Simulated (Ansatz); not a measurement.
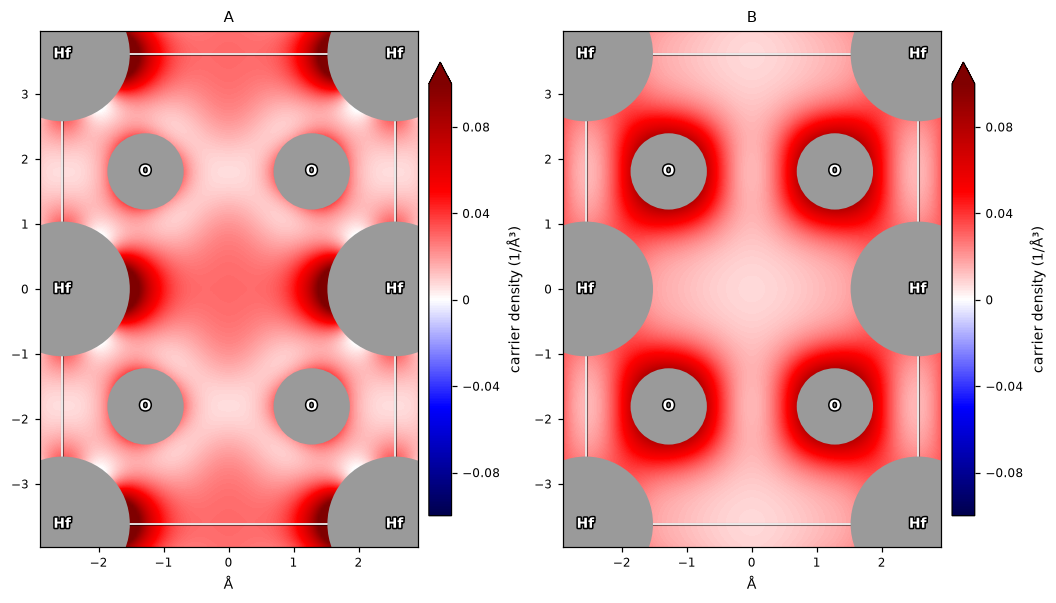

HfO$_{2}$, doped once with holes and once with electrons (0.1 e in the calculation's cell of 3 atoms, uniform background, atoms fixed). Each panel shows the carrier's density (positive where it sits) on the (011) plane of the conventional cell; grey discs cover the cores. Cores are masked to 1.0 Å (Hf) and 0.6 Å (O).

Space group Fm-3m; the calculation finds a residual pressure of about −10 GPa at this fixed cell. This isn't the usual form at ambient conditions.

Level of theory: DFT PBEsol, scalar-relativistic, plane waves, PAW in Ansatz.

Tell the hole from the electron.

Answer. A is the electron: outside the cores it is densest at the edge of the masked core of Hf; it divides as O about 55 % and Hf about 45 %. B is the hole: outside the cores it is densest at the edge of the masked core of O; it divides as O about 80 % and Hf about 20 %. Shares are sums over atomic cells sized by the Bader volumes, which fill 30 % (Hf) and 70 % (O) of the cell, so only an excess over these marks a preference; they are shares of the net change, screening included, and the band-edge orbitals themselves can be more concentrated.
